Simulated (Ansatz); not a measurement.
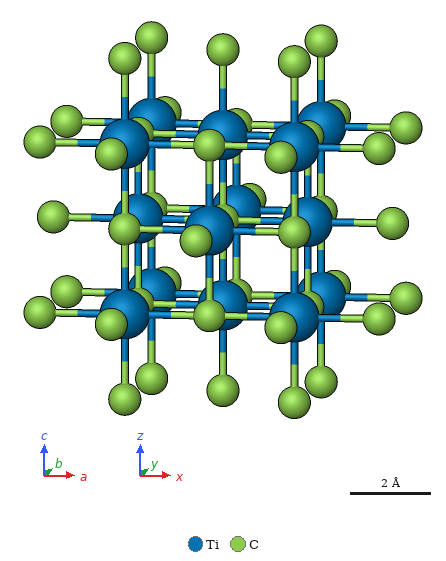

Crystalline TiC (Fm-3m): the ratio of the cell's length along z to its lengths across, counted as 1 for the reference, is changed at fixed volume (a tetragonal or Bain path), with the atoms kept at their fractional coordinates. x, y and z are the Cartesian axes of the input. The picture shows the reference cell. A ball-and-stick model of the conventional cell (4 times the calculation's cell), seen along the b axis, with a slight tilt. Lengths and directions refer to the drawn axes.

Level of theory: DFT PBEsol, scalar-relativistic, plane waves, PAW (Ansatz). Set-up: plane-wave cutoff 420 eV; k-point mesh 20 × 20 × 20; occupations cold; smearing width 0.1 eV; no spin polarisation. Energies (free energies at the smearing named) are counted from the cell as listed in its source, which wasn't relaxed.

The input:
```yaml
crystal:
  lattice:
    - [0.0, 2.164, 2.164]
    - [2.164, 0.0, 2.164]
    - [2.164, 2.164, 0.0]
  atoms:
    - { symbol: Ti, position: [0.0, 0.0, 0.0] }
    - { symbol: C, position: [0.5, 0.5, 0.5] }
basis:
  ecutwfc: 420
kpoints:
  mp_grid: { grid: [20, 20, 20] }
hamiltonian:
  xc: pbesol
scf:
  occupations: { method: cold, width: 0.1 }
output:
  forces: true
  stress: true
  eigenvalues: true
```

Launched with:
```bash
ansatz run input.yaml --threads 1 --pin off --max-ram 2560MiB --backend cpu --events-out ev --progress --plain --runs-dir out
```

Predict the energy profile (the relative ratio: 0.650, 0.707, 0.780, 0.850, 0.920, 0.960, 1.000, 1.050, 1.100, 1.200, 1.300, 1.414, 1.500).

| axial ratio over its reference value | E − E(ref) (meV/atom) |
| --- | --- |
| 0.650 | 2451 |
| 0.707 | 1516 |
| 0.780 | 698 |
| 0.850 | 266 |
| 0.920 | 63 |
| 0.960 | 14 |
| 1.000 | 0 |
| 1.050 | 18 |
| 1.100 | 68 |
| 1.200 | 240 |
| 1.300 | 494 |
| 1.414 | 870 |
| 1.500 | 1203 |

Of the computed points the lowest is at the relative ratio 1.00, 0 meV/atom. At the ends of the scan the energy is 2451 meV/atom (0.65) and 1203 meV/atom (1.50). The unrelaxed reference is under a pressure of −6.2 GPa. The distortion takes the space group from Fm-3m to I4/mmm. At the relative ratio 1.50 the cell of the drawing goes a 4.328 → 3.781 Å, b 4.328 → 3.781 Å, c 4.328 → 5.671 Å.

The computed profile:

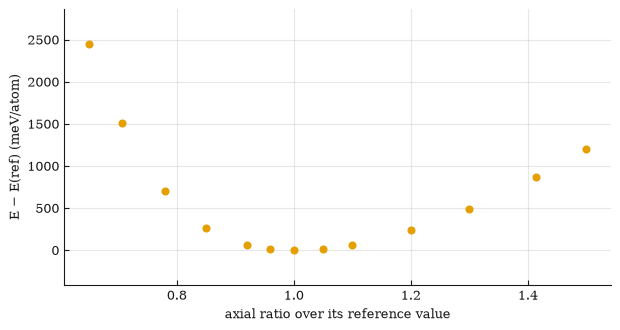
